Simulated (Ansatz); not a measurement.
## Two runs on SiC

System: SiC (F-43m, 2 atoms in the cell).
Method of run 1: DFT, LDA, PAW with Ansatz's default frozen-core files, scalar-relativistic, no spin polarisation (Ansatz 0.2.0).

The structure derives from an entry of the Crystallography Open Database. Text and figures count atoms from 1; the logs count them from 0 in places.

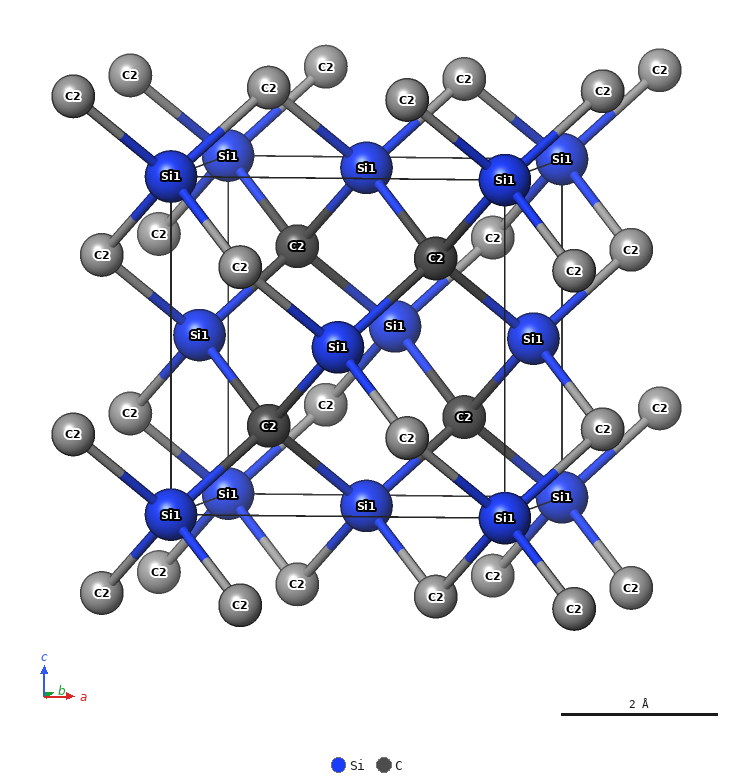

Figure 1. The input geometry (ball-and-stick view of the cell 4 times as large as that of the calculation, set on its symmetry axes, seen at an oblique angle; neighbours outside the cell are drawn fainter; atoms are numbered from 1 in the order of the input). An atom can appear more than once, as a periodic image. Near neighbours in the periodic cell (some may lie outside the picture): Si has 4 C at 1.88 Å; C has 4 Si at 1.88 Å.

## Input, run 1
```yaml
crystal:
  lattice:
    - [0.0, 2.174, 2.174]
    - [2.174, 0.0, 2.174]
    - [2.174, 2.174, 0.0]
  atoms:
    - { symbol: Si, position: [0.0, 0.0, 0.0] }
    - { symbol: C, position: [0.75, 0.75, 0.75] }
kpoints:
  mp_grid: { grid: [16, 16, 16] }
  band_path:
    path:
      - [0.0, 0.0, 0.0]
      - [-0.5, -0.5, 0.0]
      - [-0.375, -0.375, 0.25]
      - [-0.375, 0.0, 0.375]
      - [0.0, 0.0, 0.0]
      - [0.0, 0.0, 0.5]
      - [-0.5, -0.25, 0.25]
      - [-0.5, -0.5, 0.0]
    npoints: 5
scf:
  occupations: { method: fermi_dirac, width: 0.05 }
hamiltonian:
  xc: lda
  pseudopotentials: { kind: paw }
output:
  forces: true
  stress: true
  eigenvalues: true
  efg: { contact_densities: true }
```

Launched with:
```bash
ansatz run input.yaml --threads 1 --pin off --max-ram 2048MiB --backend cpu --events-out ev --progress --plain --runs-dir out
```

Hardware: 1 thread of Arm Neoverse V1, 24 GiB of memory available, shared host.

## Output, shortened to warnings, some set-up lines, iterations and results (run 1)
```
Basis set: ecut = 420 eV, 411 PW (Γ)
Symmetry: 24 space group operations
k-points: 145 of 4096 (time reversal used)
Initial density: superposition of atomic densities (neutral atoms: chi_scale 0, normalization atom), corrected by the library's trained network
[...]
SCF iter   1: F=—  HF=-852.201962 eV  |F-HF|=—  |Δ(HF+E_count)|=         —  Δρ=7.62e-3  dr2=1.23e-2  ethr=1.77e-3  ⟨swp⟩=5.6  Hψ=9573  notcnv=0
SCF iter   2: F=—  HF=-852.198619 eV  |F-HF|=—  |Δ(HF+E_count)|=   3.34e-3  Δρ=3.52e-3  dr2=1.24e-3  ethr=1.54e-4  ⟨swp⟩=2.3  Hψ=2984  notcnv=0
SCF iter   3: F=—  HF=-852.198285 eV  |F-HF|=—  |Δ(HF+E_count)|=   3.33e-4  Δρ=1.47e-3  dr2=1.75e-4  ethr=1.55e-5  ⟨swp⟩=2.5  Hψ=1674  notcnv=0
SCF iter   4: F=—  HF=-852.198243 eV  |F-HF|=—  |Δ(HF+E_count)|=   4.21e-5  Δρ=2.61e-4  dr2=5.94e-6  ethr=2.19e-6  ⟨swp⟩=1.0  Hψ=1160  notcnv=0
SCF iter   5: F=—  HF=-852.198242 eV  |F-HF|=—  |Δ(HF+E_count)|=   1.03e-6  Δρ=1.50e-5  dr2=2.01e-8  ethr=7.42e-8  ⟨swp⟩=1.6  Hψ=1452  notcnv=0
SCF iter   6: F=-852.198242 eV  HF=-852.198242 eV  |F-HF|=4.06e-11  |Δ(HF+E_count)|=   6.28e-9  Δρ=1.54e-6  dr2=1.78e-10  ethr=2.51e-10  ⟨swp⟩=2.0  Hψ=3857  notcnv=0
SCF 1 converged in 6 iterations: F = -852.198242 eV  dr2 = 1.78e-10
NSCF: frozen V_eff on 36 k-points
SCF converged after 6 iterations
Free energy (F): -852.198242 eV
Harris-Foulkes:  -852.198242 eV  (|F-HF|=4.06e-11)
Internal energy: -852.198242 eV  (E = F + TS)
E sigma→0 (E₀):  -852.198242 eV
Entropy (-TS):   -0.000000 eV (-0.000 meV/atom)
Fermi energy:    10.032316 eV
--- Per-component energies (eV) ---
  E_band       = 27.593135
  E_kinetic    = 136.073409
  E_local      = -105.842350  (includes V_loc(G=0)·N_el)
  E_nonlocal   = 54.002747
  E_hartree    = 31.703313
  E_xc         = -104.829747
  E_vxc        = -109.525271  (∫ρ·V_xc dr)
  E_paw        = -578.014036  (= ΣΔE_a)
  E_vpaw       = -10.521982  (= ΣTr[D̂ρ^β])
  E_aug_tail   = 0.000015  (compensation charges beyond the density's cutoff)
  E_ewald      = -285.438757
  E_core_change = 0.147163  (= ΣΔE_core)
  E_smearing   = -0.000000  (= −TS)
  E_closure    = 0.000000  (closes the sum)
  Σ components = -852.198242   (vs F -852.198242, Δ=0.00e0)
--- Forces (eV/Å), atoms counted from 1 ---
  atom   1  Si    -0.00000000     0.00000000     0.00000000
  atom   2  C      0.00000000     0.00000000    -0.00000000
  max |Σ_I F_I| component: 2.22e-16 eV/Å
--- Stress (GPa, compression-positive) ---
       -2.943506      -0.000000      -0.000000
        0.000000      -2.943506       0.000000
       -0.000000       0.000000      -2.943506
  P = ⅓ Tr σ = -2.9435 GPa (-29.435 kbar)
--- PAW observables at the nuclei: V_zz in 10²¹ V/m², potentials from the cell's mean, atoms counted from 1 ---
  atom   1  Si V_zz =    -0.000000   η = 0.0000   by run symmetry: forbidden
            electrostatic potential = -1362.558181 V   contact ρ = 12687.928481 e/Å³
  atom   2  C  V_zz =    -0.000000   η = 0.0000   by run symmetry: forbidden
            electrostatic potential = -418.766601 V   contact ρ = 850.392734 e/Å³
```

For run 2 the input was changed thus:
```diff
-  xc: lda
+  xc: r2scan
```

What does this change do to the results?

The total energies belong to different methods, so their difference says nothing on which is more stable or more accurate. The pressure goes from −2.94 to 1.32 GPa. The functional changes from LDA to r2SCAN. The SCF takes 7 iterations against 6. The default cutoff goes from 420 to 500 eV with the change. The plane waves at Γ go from 411 to 531. On the same kind of shared host run 2 took about 1.8 times as long.

## Output, shortened to warnings, some set-up lines, iterations and results (run 2)
```
Basis set: ecut = 500 eV, 531 PW (Γ), exchange–correlation on 96×96×96 points (64 copies of the dense FFT grid, shifted against one another)
Symmetry: 24 space group operations
k-points: 145 of 4096 (time reversal used)
Initial density: superposition of atomic densities (neutral atoms: chi_scale 0, normalization atom), corrected by the library's trained network
[...]
SCF iter   1: F=—  HF=-891.288658 eV  |F-HF|=—  |Δ(HF+E_count)|=         —  Δρ=5.88e-3  dr2=4.83e-3  dr2_τ=1.98e-1  ethr=1.77e-3  ⟨swp⟩=6.0  Hψ=9761  notcnv=0
SCF iter   2: F=—  HF=-891.333557 eV  |F-HF|=—  |Δ(HF+E_count)|=   4.49e-2  Δρ=4.01e-3  dr2=1.78e-3  dr2_τ=3.53e-5  ethr=6.04e-5  ⟨swp⟩=2.0  Hψ=3480  notcnv=0
SCF iter   3: F=—  HF=-891.333523 eV  |F-HF|=—  |Δ(HF+E_count)|=   3.43e-5  Δρ=1.04e-3  dr2=1.81e-4  dr2_τ=5.55e-6  ethr=2.23e-5  ⟨swp⟩=2.6  Hψ=2113  notcnv=0
SCF iter   4: F=—  HF=-891.333550 eV  |F-HF|=—  |Δ(HF+E_count)|=   2.69e-5  Δρ=9.99e-5  dr2=1.56e-6  dr2_τ=3.92e-7  ethr=2.26e-6  ⟨swp⟩=2.3  Hψ=1669  notcnv=0
SCF iter   5: F=—  HF=-891.333549 eV  |F-HF|=—  |Δ(HF+E_count)|=   4.71e-7  Δρ=5.58e-5  dr2=5.55e-7  dr2_τ=2.32e-8  ethr=1.96e-8  ⟨swp⟩=2.0  Hψ=1709  notcnv=0
SCF iter   6: F=—  HF=-891.333549 eV  |F-HF|=—  |Δ(HF+E_count)|=   4.70e-8  Δρ=2.57e-5  dr2=1.16e-7  dr2_τ=8.00e-10  ethr=6.94e-9  ⟨swp⟩=2.0  Hψ=1605  notcnv=0
SCF iter   7: F=-891.333549 eV  HF=-891.333549 eV  |F-HF|=1.08e-9  |Δ(HF+E_count)|=   3.28e-9  Δρ=5.47e-6  dr2=5.27e-9  dr2_τ=3.90e-11  ethr=1.25e-9  ⟨swp⟩=4.0  Hψ=3480  …
SCF 1 converged in 7 iterations: F = -891.333549 eV  dr2 = 5.27e-9
NSCF: frozen V_eff on 36 k-points
SCF converged after 7 iterations
Free energy (F): -891.333549 eV
Harris-Foulkes:  -891.333549 eV  (|F-HF|=1.08e-9)
Internal energy: -891.333549 eV  (E = F + TS)
E sigma→0 (E₀):  -891.333549 eV
Fermi energy:    10.347541 eV
--- Per-component energies (eV) ---
  E_band       = 26.016038
  E_kinetic    = 136.356957
  E_local      = -103.218453  (includes V_loc(G=0)·N_el)
  E_nonlocal   = 50.447567
  E_hartree    = 32.407216
  E_xc         = -101.466480
  E_vxc        = -118.786042  (∫ρ·V_xc dr)
  E_paw        = -620.320401  (= ΣΔE_a)
  E_vpaw       = -9.172864  (= ΣTr[D̂ρ^β])
  E_aug_tail   = 0.000008  (compensation charges beyond the density's cutoff)
  E_vtau       = 5.573935  (kinetic-family band-sum trace: ∫τ·v_τ [+ j·A + Jᵃ·Aᵃ] dr)
  E_ewald      = -285.438757
  E_core_change = -0.101207  (= ΣΔE_core)
  E_smearing   = -0.000000  (= −TS)
  E_closure    = 0.000000  (closes the sum)
  Σ components = -891.333549   (vs F -891.333549, Δ=0.00e0)
--- Forces (eV/Å), atoms counted from 1 ---
  atom   1  Si    -0.00000000     0.00000000     0.00000000
  atom   2  C      0.00000000     0.00000000     0.00000000
  max |Σ_I F_I| component: 2.22e-16 eV/Å
--- Stress (GPa, compression-positive) ---
        1.319564      -0.000000      -0.000000
       -0.000000       1.319564       0.000000
       -0.000000       0.000000       1.319564
  P = ⅓ Tr σ = 1.3196 GPa (13.196 kbar)
--- PAW observables at the nuclei: V_zz in 10²¹ V/m², potentials from the cell's mean, atoms counted from 1 ---
  atom   1  Si V_zz =    -0.000000   η = 0.0000   by run symmetry: forbidden
            electrostatic potential = -1361.692609 V   contact ρ = 12785.457835 e/Å³
  atom   2  C  V_zz =    -0.000000   η = 0.0000   by run symmetry: forbidden
            electrostatic potential = -418.673055 V   contact ρ = 864.554734 e/Å³
```

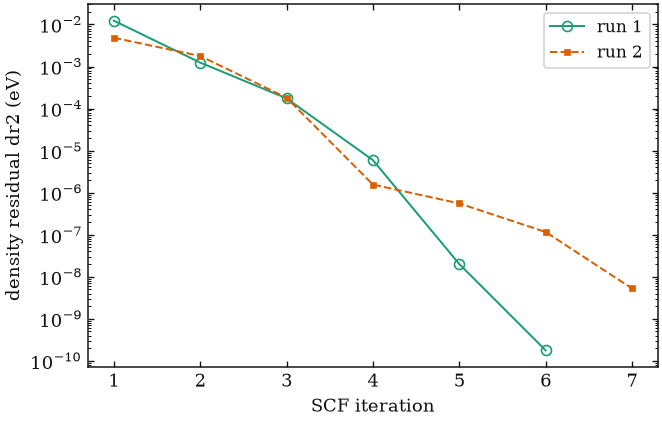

Figure 2. Convergence of the two runs: density residual dr2 against the SCF iteration. Run 1 takes 6 iterations in all, and run 2 takes 7.

## The two runs side by side

```tsv
quantity	run 1	run 2
outcome	converged	converged
free energy per atom (eV)	−426.0991	−445.6668
pressure (GPa)	−2.94	1.32
largest force (eV/Å)	0.000	0.000
SCF iterations	6	7
irreducible k-points	145	145
plane waves at Γ	411	531
wall time (shared host)	5.7 s	10 s
```
